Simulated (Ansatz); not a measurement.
System: KCl, space group P4/mmm (No. 123), 2 atoms in the cell, CsCl type, biaxial (xy) strain −5.7%.

Space group P4/mmm (No. 123). a = 3.555 Å, b = 3.555 Å, c = 3.771 Å, α = 90.00°, β = 90.00°, γ = 90.00°
```tsv
atom	site	symmetry	x	y	z
K	1a	4/mmm	0.0000	0.0000	0.0000
Cl	1d	4/mmm	0.5000	0.5000	0.5000
```

Method: DFT, HSE06, plane waves, PAW, no spin polarisation, 6×6×6 k mesh, 420 eV cutoff (Ansatz 0.2.0).

What will the density of states look like?

There is a gap; over the k points computed it is 6.77 eV (indirect; the smallest direct gap is 7.00 eV). The upper group of valence states starts about 2.6 eV under the valence-band top, with a gap beneath it; it holds about 6 electrons a cell.

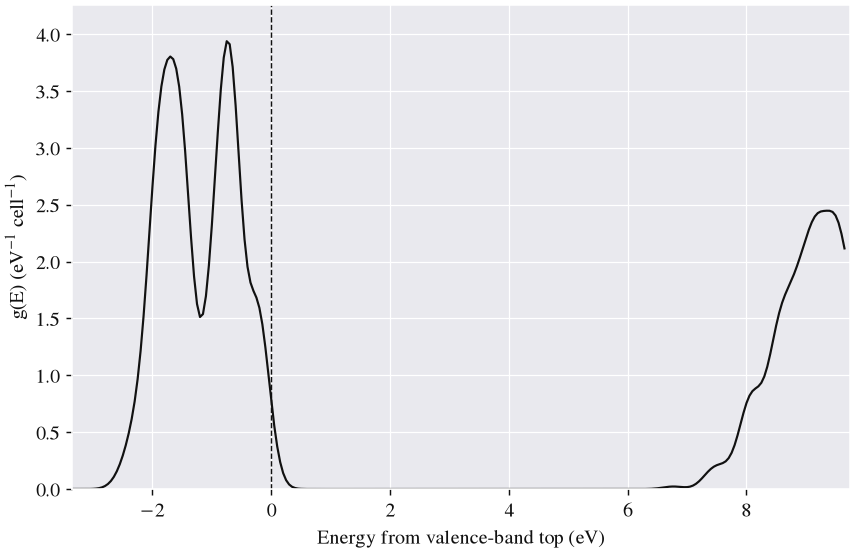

Density of states. Energies are counted from the top of the valence band. The curve is built from the levels of the k mesh with Gaussians 0.4 eV wide, which also blur the band edges.
